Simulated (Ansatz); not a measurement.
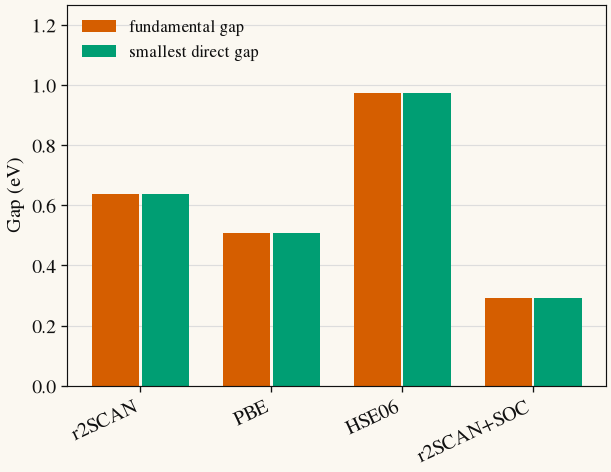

Gaps of CsSnI$_{3}$, space group P4/mmm, 5 atoms in the cell, cubic perovskite type, epitaxial (xy) strain +3.0%, at several levels of theory on one cell (Ansatz, plane waves and PAW; edges over the mesh and the special points).

### How does the gap depend on the level, and does its kind change?

In rising order: r2SCAN+SOC 0.29 eV, PBE 0.51 eV, r2SCAN 0.64 eV and HSE06 0.97 eV. It is direct at every level.
